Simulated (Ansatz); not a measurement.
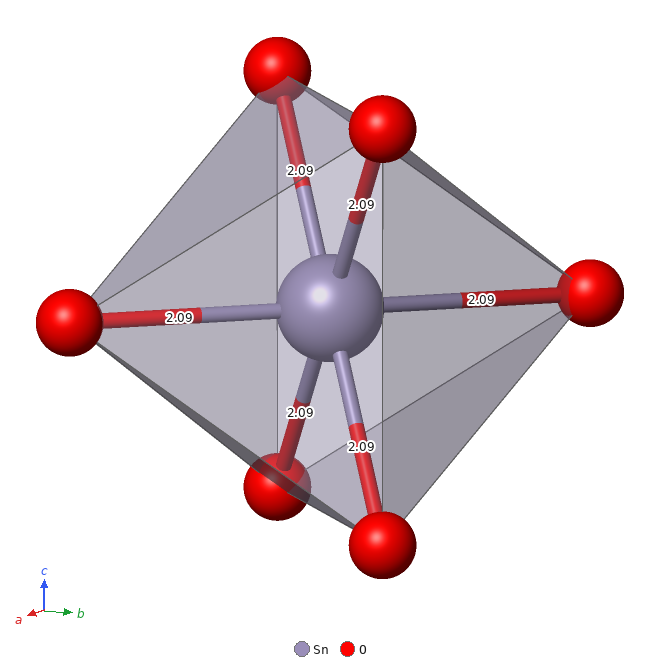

Coordination of Sn in SnO2 (P4_2/mnm); bond lengths in Å. Shape measures S are computed against regular polyhedra or, for capped shapes, the nearer of the equal-edge and equal-bond forms. Origin: coordinates from a relaxation with Ansatz, DFT PBE, scalar-relativistic, plane waves, PAW.

> What geometry does the central atom have?

SnO6: a slightly distorted octahedron (coordination number 6, S = 0.68; next best trigonal prism, S = 15.9).

> Does the central atom sit at the centroid of its ligands?

Yes, to within 0.01 Å; the site symmetry is mmm.
